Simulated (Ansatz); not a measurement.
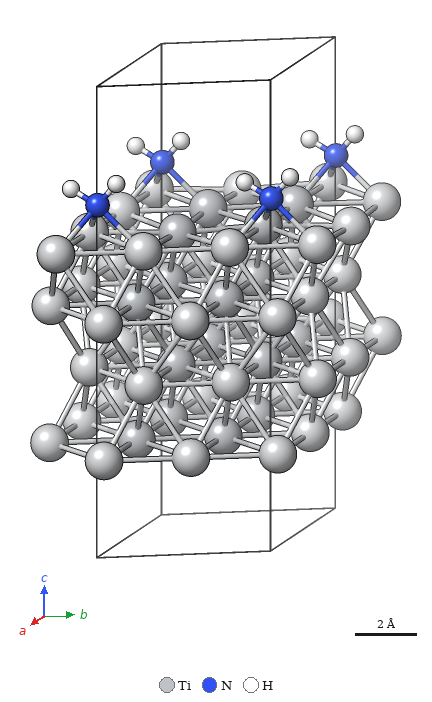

*The structure as given in the input (ball-and-stick view of the cell of the calculation, with the vacuum cut short, seen slightly off an axis; neighbours outside the cell are drawn fainter). An atom can appear more than once, as a periodic image.*

## Single-point calculation, with input and output: Ti16H2N (part 1 of 2)

Ti16H2N (slab, 19 atoms in the cell), computed with DFT PBE+D3(BJ), scalar-relativistic, plane waves, PAW, no spin polarisation (Ansatz 0.2.0).

The structure derives from an entry of the Crystallography Open Database. It belongs to a series of runs on one base structure; here: the whole at its places in the relaxed adsorbed structure. Figures and captions count atoms from 1; the log counts them from 0 in places.

The input
```yaml
crystal:
  lattice:
    - [5.7729299511, 0.0, 0.0]
    - [-2.8864649755, 4.9995039919, 0.0]
    - [0.0, 0.0, 25.4749747967]
  atoms:
    - { symbol: Ti, position: [0.3333333333, 0.1666666667, 0.3140336767] }
    - { symbol: Ti, position: [0.3333333333, 0.6666666667, 0.3140336767] }
    - { symbol: Ti, position: [0.8333333333, 0.1666666667, 0.3140336767] }
    - { symbol: Ti, position: [0.8333333333, 0.6666666667, 0.3140336767] }
    - { symbol: Ti, position: [0.1666666667, 0.3333333333, 0.4038096697] }
    - { symbol: Ti, position: [0.1666666667, 0.8333333333, 0.4038096697] }
    - { symbol: Ti, position: [0.6666666667, 0.3333333333, 0.4038096697] }
    - { symbol: Ti, position: [0.6666666667, 0.8333333333, 0.4038096697] }
    - { symbol: Ti, position: [0.3325657765, 0.1636962481, 0.4968231655] }
    - { symbol: Ti, position: [0.330745986, 0.661322742, 0.4966611036] }
    - { symbol: Ti, position: [0.8313234858, 0.1636551979, 0.4968223457] }
    - { symbol: Ti, position: [0.8380566842, 0.6759327599, 0.4974499495] }
    - { symbol: Ti, position: [0.1650321034, 0.3297295502, 0.5831702951] }
    - { symbol: Ti, position: [0.1755860044, 0.8310599624, 0.5844135692] }
    - { symbol: Ti, position: [0.6709536413, 0.3415252266, 0.5795779339] }
    - { symbol: Ti, position: [0.65574713, 0.8309961811, 0.5844239302] }
    - { symbol: "N", position: [0.0029932663, 0.0057908148, 0.6384797338] }
    - { symbol: H, position: [0.0688931955, 0.1382510848, 0.6694684899] }
    - { symbol: H, position: [-0.0903147871, -0.1816782225, 0.6565538374] }
basis:
  ecutwfc: 420
kpoints:
  mp_grid: { grid: [4, 4, 1] }
hamiltonian:
  xc: pbe
  dispersion: d3bj
scf:
  occupations: { method: gaussian, width: 0.1 }
output:
  forces: true
  eigenvalues: true
  write_density: true
  volumetric_format: npy
efield:
  axis: 3
  dipole_correction: true
  ramp_width: 0.04
```

Machine: 8 threads of Intel Xeon @ 2.50GHz (Skylake/Cascade Lake), 189 GiB of memory available, shared host.

Command:
```bash
ansatz run input.yaml --threads 8 --pin off --max-ram 20480MiB --backend cpu --events-out ev --progress --plain --runs-dir out
```

The program's output
```
Engine: ansatz 0.2.0, x86_64-unknown-linux-gnu
Pseudopotentials: kind: paw
Pseudopotential: Ti, paw, valence charge 12, recommended cutoff 420 eV (normal), Ti.paw.azcp
Pseudopotential: N, paw, valence charge 5, recommended cutoff 420 eV (normal), N.paw.azcp
Pseudopotential: H, paw, valence charge 1, recommended cutoff 420 eV (normal), H.paw.azcp
Functional definition: PBE
  parameter kappa = 0.804
  parameter beta = 0.06672455060314922
  exchange = pbe_x(kappa = kappa, mu = beta*pi^2/3)
  correlation = pbe_c(beta = beta)
Crystal: 19 atoms, lattice volume = 735.253 Å³
Basis set: ecut = 420 eV, 14473 PW (Γ), exchange–correlation on 80×80×360 points (8 copies of the dense FFT grid, shifted against one another)
Bands: 120, of which v1, the nominal top of the filled ones, is band 100 counted from 1 (99 counted from 0)
Symmetry: 1 space group operations
Space group: P1 (ITA 1), of the structure as read, at distance tolerance 9.0e-5 Å
k-points: 10 of 16 (time reversal used)
Non-local potential: Ti, projectors of the file, l = 0: 3, l = 1: 2, l = 2: 3, l = 3: 1
Non-local potential: N, projectors of the file, l = 0: 2, l = 1: 2, l = 2: 1
Non-local potential: H, projectors of the file, l = 0: 2, l = 1: 1
PAW form: soft (Blöchl's): semilocal exchange-correlation on the pseudo side does not see the compensation charge
PAW one-centre angular grid: Ti, 590 points (default); XC on 64 Gauss nodes
PAW one-centre angular grid: N, 110 points (default); XC on 64 Gauss nodes
PAW one-centre angular grid: H, 110 points (default); XC on 64 Gauss nodes
Initial density: superposition of atomic densities (neutral atoms: chi_scale 0, normalization atom), corrected by the library's trained network
Initial wavefunctions: pseudopotential atomic-orbital guess
Functional: x = pbe(κ = 0.804, μ = 0.2195149727645171), c = pbe(β = 0.06672455060314922)
SCF iter   1: F=—  HF=-40413.377088 eV  |F-HF|=—  |Δ(HF+E_count)|=         —  Δρ=8.44e-3  dr2=2.96e0  ethr=1.77e-3  p=0.161 e·Å  D=3.97e-2 V/Å  ΔV_dip=-1.01 eV  dr2_dipole=6.62e-1  V_vac-E_F(+/−)=3.20/4.21 eV  ⟨swp⟩=9.5  Hψ=5727  notcnv=0
efield: sawtooth ramp at fractional position 0.9718 (placed from the atoms, in the widest stretch of the axis that holds none; the zero of the levels goes with the place), width 0.0400; the density the first Hamiltonian is built on has a dipole p = 0.161 e·Å; the dipole correction subtracts the counter field D = 3.97e-2 V/Å, which shifts the + side's vacuum level by -1.01 eV against the − side's; the planar-averaged density in the ramp window peaks in size at 7.3e-5 e/Å³
preconditioner: auto → LDOS  [metal: Δε(μ)=0.017 eV  Ē_g=2.683 eV  σ=0.100 eV  W_gap=0.09  n_scr=124 (ndim 8)  ℏωp=11.4 eV  f_vac=0.552  D(μ)=25.49/eV (n_scr^D=188)  β→1.0]
SCF iter   2: F=—  HF=-40413.318668 eV  |F-HF|=—  |Δ(HF+E_count)|=   5.84e-2  Δρ=4.07e-3  dr2=3.76e-1  ethr=1.49e-3  p=0.183 e·Å  D=4.51e-2 V/Å  ΔV_dip=-1.15 eV  dr2_dipole=7.70e-3  V_vac-E_F(+/−)=3.31/4.46 eV  ⟨swp⟩=2.1  Hψ=1491  notcnv=0  defer=57
SCF iter   3: F=—  HF=-40413.311527 eV  |F-HF|=—  |Δ(HF+E_count)|=   7.14e-3  Δρ=1.13e-3  dr2=3.01e-2  ethr=1.89e-4  p=0.189 e·Å  D=4.65e-2 V/Å  ΔV_dip=-1.18 eV  dr2_dipole=1.66e-3  V_vac-E_F(+/−)=3.30/4.48 eV  ⟨swp⟩=2.0  Hψ=1552  notcnv=0  defer=57
SCF iter   4: F=—  HF=-40413.311528 eV  |F-HF|=—  |Δ(HF+E_count)|=   3.08e-7  Δρ=3.97e-4  dr2=3.59e-3  ethr=1.51e-5  p=0.193 e·Å  D=4.74e-2 V/Å  ΔV_dip=-1.21 eV  dr2_dipole=4.77e-4  V_vac-E_F(+/−)=3.30/4.51 eV  ⟨swp⟩=2.1  Hψ=1467  notcnv=0  defer=57
SCF iter   5: F=—  HF=-40413.311608 eV  |F-HF|=—  |Δ(HF+E_count)|=   8.02e-5  Δρ=1.70e-4  dr2=3.72e-4  ethr=1.80e-6  p=0.194 e·Å  D=4.78e-2 V/Å  ΔV_dip=-1.22 eV  dr2_dipole=7.30e-6  V_vac-E_F(+/−)=3.30/4.52 eV  ⟨swp⟩=2.4  Hψ=1489  notcnv=0  defer=57
SCF iter   6: F=—  HF=-40413.311626 eV  |F-HF|=—  |Δ(HF+E_count)|=   1.78e-5  Δρ=5.39e-5  dr2=3.62e-5  ethr=1.87e-7  p=0.195 e·Å  D=4.79e-2 V/Å  ΔV_dip=-1.22 eV  dr2_dipole=1.41e-6  V_vac-E_F(+/−)=3.30/4.53 eV  ⟨swp⟩=2.9  Hψ=1553  notcnv=0  defer=57
SCF iter   7: F=—  HF=-40413.311898 eV  |F-HF|=—  |Δ(HF+E_count)|=   2.73e-4  Δρ=2.16e-5  dr2=5.60e-6  ethr=1.82e-8  p=0.195 e·Å  D=4.80e-2 V/Å  ΔV_dip=-1.22 eV  dr2_dipole=7.70e-8  V_vac-E_F(+/−)=3.31/4.53 eV  ⟨swp⟩=2.8  Hψ=1583  notcnv=0  defer=51
SCF iter   8: F=—  HF=-40413.311900 eV  |F-HF|=—  |Δ(HF+E_count)|=   1.83e-6  Δρ=7.23e-6  dr2=7.96e-7  ethr=2.81e-9  p=0.195 e·Å  D=4.80e-2 V/Å  ΔV_dip=-1.22 eV  dr2_dipole=4.41e-9  V_vac-E_F(+/−)=3.31/4.53 eV  ⟨swp⟩=2.0  Hψ=1480  notcnv=0  defer=51
SCF iter   9: F=—  HF=-40413.311901 eV  |F-HF|=—  |Δ(HF+E_count)|=   4.74e-7  Δρ=3.17e-6  dr2=1.48e-7  ethr=4.00e-10  p=0.195 e·Å  D=4.80e-2 V/Å  ΔV_dip=-1.22 eV  dr2_dipole=1.67e-9  V_vac-E_F(+/−)=3.31/4.53 eV  ⟨swp⟩=2.5  Hψ=1513  notcnv=0  defer=51
SCF iter  10: F=-40413.311901 eV  HF=-40413.311901 eV  |F-HF|=1.87e-8  |Δ(HF+E_count)|=   7.27e-8  Δρ=1.02e-6  dr2=1.41e-8  ethr=5.03e-11  p=0.195 e·Å  D=4.80e-2 V/Å  ΔV_dip=-1.22 eV  dr2_dipole=1.36e-11  V_vac-E_F(+/−)=3.31/4.53 eV  ⟨swp⟩=15.8  Hψ=4695  notcnv=0
SCF 1 converged in 10 iterations: F = -40413.311901 eV  dr2 = 1.41e-8
  greatest PAW one-centre occupation: 0.999 electrons in one spin orbital (limit 2), on the Ti atom at site 9 (counted from 0), in its partial waves of l = 0
```

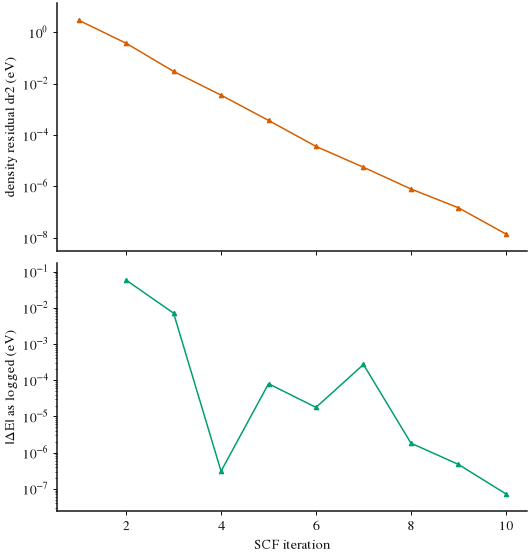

*Convergence of the self-consistent field: density residual dr2 and size of the energy change against the SCF iteration.*

The residual falls at every step.

```
SCF converged after 10 iterations
Free energy (F): -40413.311901 eV
Harris-Foulkes:  -40413.311901 eV  (|F-HF|=1.87e-8)
Internal energy: -40413.182134 eV  (E = F + TS)
E sigma→0 (E₀):  -40413.247017 eV
Entropy (-TS):   -0.129767 eV (-6.830 meV/atom)
Fermi energy:    2.914982 eV
Dipole field:    D = 0.047995 V/Å  (p = 0.195015 e·Å, saw-weighted, corrected)
Work function:   Φ+ = 3.3070 eV   Φ− = 4.5296 eV
Levels:          The Fermi level and band energies are counted from a zero that moves with the ramp; work functions are not
--- Per-component energies (eV) ---
  E_band       = -4566.782993
  E_kinetic    = 4525.282583
  E_local      = -223771.634448  (includes V_loc(G=0)·N_el)
  E_nonlocal   = 184.974221
  E_hartree    = 109647.117400
  E_xc         = -1634.697502
  E_vxc        = -2046.703064  (∫ρ·V_xc dr)
  E_paw        = -16894.098608  (= ΣΔE_a)
  E_vpaw       = -2761.580297  (= ΣTr[D̂ρ^β])
  E_aug_tail   = -0.000571  (compensation charges beyond the density's cutoff)
  E_efield     = 0.004680  (sawtooth field / dipole correction)
  E_vefield    = 8.630914  (∫n·V_field dr)
  E_ewald      = 87537.678618
  E_disp       = -7.808507  (pairwise vdW)
  E_smearing   = -0.129767  (= −TS)
  E_closure    = -0.000000  (closes the sum)
  Σ components = -40413.311901   (vs F -40413.311901, Δ=0.00e0)
--- Forces (eV/Å), atoms counted from 1 ---
  atom   1  Ti     0.01022769    -0.00307236     0.50670097
  atom   2  Ti     0.00013148     0.01805891     0.46417348
  atom   3  Ti    -0.01004147    -0.00307882     0.50664332
  atom   4  Ti     0.00011633     0.00054947     0.51246631
  atom   5  Ti     0.00021673    -0.08219992    -0.54566891
  atom   6  Ti    -0.02533320    -0.00453501    -0.48320312
  atom   7  Ti     0.00046613     0.08458618    -0.47597135
  atom   8  Ti     0.02554625    -0.00485942    -0.48325909
  atom   9  Ti    -0.00030581     0.00163150     0.00016121
  atom  10  Ti     0.00050591    -0.00090902    -0.00232786
  atom  11  Ti     0.00043669     0.00140565     0.00016291
  atom  12  Ti     0.00043986    -0.00079882     0.00096570
  atom  13  Ti    -0.00045018     0.00033393    -0.00279252
  atom  14  Ti     0.00096251    -0.00027962     0.00351626
  atom  15  Ti    -0.00076299    -0.00171986     0.00107322
  atom  16  Ti    -0.00162652    -0.00028500     0.00407142
  atom  17  N     -0.00027209     0.00662567    -0.00760310
  atom  18  H      0.00037695    -0.00360641    -0.00168345
  atom  19  H     -0.00063471    -0.00785088     0.00259312
  max |Σ_I F_I| component: 1.85e-5 eV/Å
--- Band table (eV; the first three rows and the last of 10) ---
  k-point 0: bands = ["-53.9354", "-53.8935", "-53.8406", "-53.8399", "-53.8392", "-53.8089", "-53.7805", "-53.7511", "-53.7146", "-53.6260", "-53.6244", "-53.6239", "-53.6135", "-53.5549", "-53.5510", "-53.5240", "-30.4703", "-30.4341", "-30.4306", "-30.4282", "-30.4228", "-30.4034", "-30.3958", "-30.3691", "-30.3654", "-30.3496", "-30.3490", "-30.3090", "-30.2912", "-30.2806", "-30.1128", "-30.1091", "-30.1070", "-30.0599", "-30.0403", "-30.0196", "-29.9876", "-29.9874", "-29.9820", "-29.9806", "-29.9527", "-29.9456", "-29.9331", "-29.8650", "-29.8644", "-29.8559", "-29.8511", "-29.8510", "-29.8140", "-29.8129", "-29.7910", "-29.7890", "-29.7824", "-29.7691", "-29.7589", "-29.7521", "-29.7044", "-29.6871", "-29.6800", "-29.6769", "-29.6615", "-29.6612", "-29.5759", "-29.5703", "-14.8928", "-6.1906", "-3.9470", "-2.8339", "-1.7565", "-1.4705", "-0.5824", "0.0651", "0.3454", "0.3466", "0.3477", "0.4971", "0.5041", "0.5334", "0.7057", "0.7209", "0.7408", "0.8936", "1.0019", "1.0298", "1.4125", "1.4158", "1.6334", "1.7971", "1.8186", "1.9788", "2.1825", "2.2010", "2.2396", "2.6421", "2.8371", "2.9610", "3.0212", "3.1483", "3.3469", "3.3804", "3.3983", "3.4220", "3.6179", "3.6433", "3.6616", "3.6653", "3.6876", "3.7108", "3.7195", "3.7402", "3.7809", "3.8364", "4.0117", "4.0240", "4.0268", "4.0648", "4.0694", "4.0848", "4.1940", "4.1981"]
```
